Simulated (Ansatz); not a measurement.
The coordinates of a crystal:

```
C O
1.0
     4.59463    0.00000    0.00000
     0.00000    4.59463    0.00000
    -4.02046    0.00000    4.78481
C O
2 4
Direct
  0.00000 0.00000 0.00000
  0.00000 0.50000 0.50000
  0.82590 0.17787 0.00801
  0.17410 0.82213 0.99199
  0.17410 0.67787 0.49199
  0.82590 0.32213 0.50801
```

What does this file describe?

This is CO₂. Space group P2_1/c (No. 14), lattice primitive monoclinic. In the cell are 2 C, 4 O, which makes 2 formula units. Around each C lie two O in a linear arrangement at 1.17 Å. O is linked to one C at 1.17 Å. The bonds build separate CO2 groups.

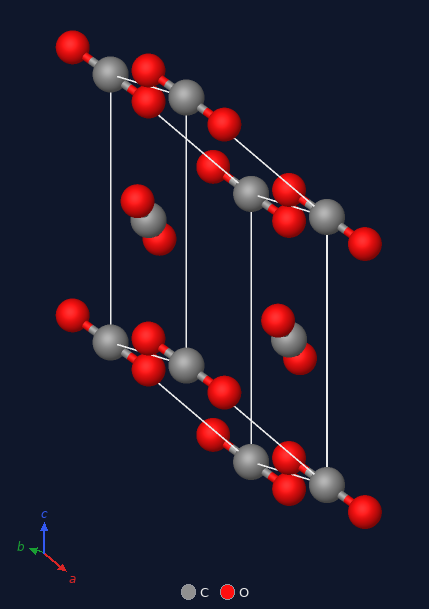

Figure: ball-and-stick view slightly off an axis. The box is the conventional unit cell; atoms on or close to its faces, edges and corners are drawn wherever they repeat. Finite groups of bonded atoms are drawn whole.

The cell started as a structure listed in the Materials Project. The cell was then strained or its atoms displaced on purpose. It was run through Ansatz as a DFT input.
